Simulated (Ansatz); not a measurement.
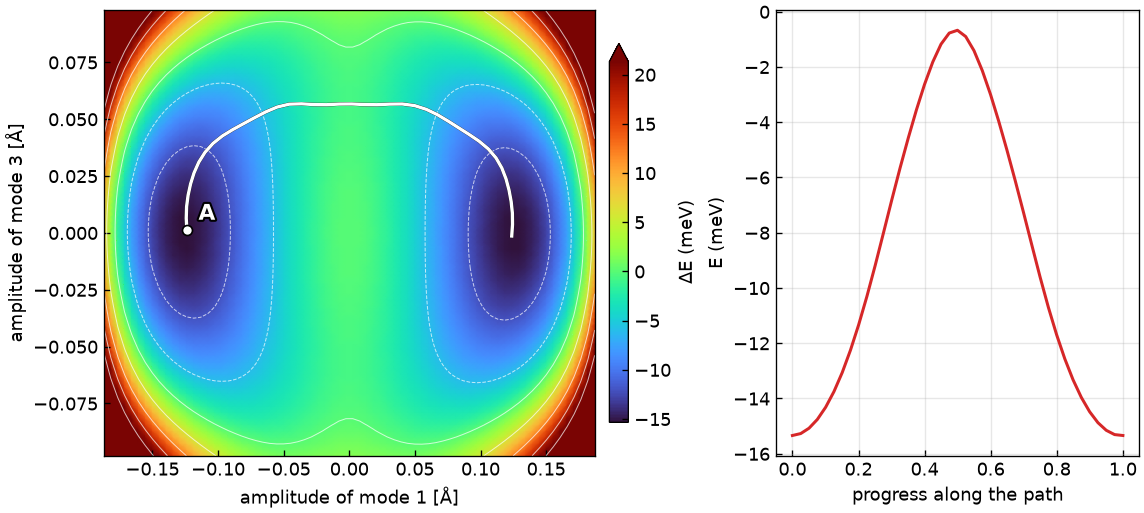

SnO₂ (R3m, No. 160; 12 atoms in the cell). The energy is mapped over two normal modes frozen in (zone-centre modes of the 12-atom cell of this scan). The first coordinate is: amplitude of mode 1 (109i cm⁻¹), largest displacement; the second: amplitude of mode 3 (40i cm⁻¹), largest displacement. Nothing is relaxed (the cell and all other modes fixed). The scan uses a 7 × 7 grid; 25 points were computed and 24 follow by symmetry. Points are written as (first, second). Energies are in meV per cell, from the relaxed high-symmetry cell. Method: Ansatz, DFT LDA+D3(BJ), scalar-relativistic, plane waves, PAW. Settings: cutoff 520 eV, k-mesh 6×6×6, gaussian smearing 0.05 eV, no spin polarisation.

Drawn: a smooth colour map with a few white contour lines, a line along the lowest path, one colour for all values above the top of the scale, the energy along the path at the right, the start A. Between grid points the surface is interpolated.

Q: Describe the path and its barrier.

A: The easiest path leads from the well at (−0.125 Å, 0.000 Å) to a well of about the same depth at (0.125 Å, 0.000 Å). Its highest point lies about 15 meV above the bottom of the first well on the interpolated surface, at about (0.00 Å, 0.06 Å). This is the barrier on the constrained surface; relaxing the other coordinates would change it.

PAW datasets: the set soft_1.
